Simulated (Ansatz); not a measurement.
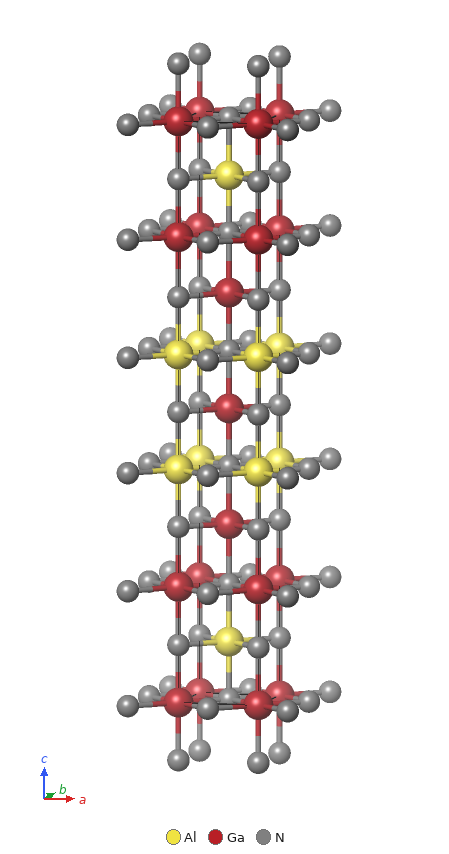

Crystal structure, ball-and-stick style, seen slightly off an axis. The edges of the conventional unit cell are marked. A few atoms beyond the faces are included.

Al2Ga3N5, space group I4/mmm (No. 139), a = 2.96 Å, b = 2.96 Å, c = 21.00 Å, α = 90.00°, β = 90.00°, γ = 90.00°.

Electronic-structure method: Ansatz 0.2.0, DFT PBE, scalar-relativistic, plane waves, PAW. Parameters: a 420 eV plane-wave basis, k-points about 0.25 Å⁻¹ apart, Gaussian smearing of 0.02 eV, no spin polarisation.

Classify it as metallic or gapped, with the value.

Answer. A semiconductor at this level, with a gap of 1.23 eV on the k-mesh (the true edges may lie between mesh points, so the gap can be somewhat smaller).

The structure comes from a structure type filled with these elements by a generator (whether the compound takes this form wasn't checked). What is shown is the relaxed result from DFT PBE, scalar-relativistic, plane waves, PAW in Ansatz.
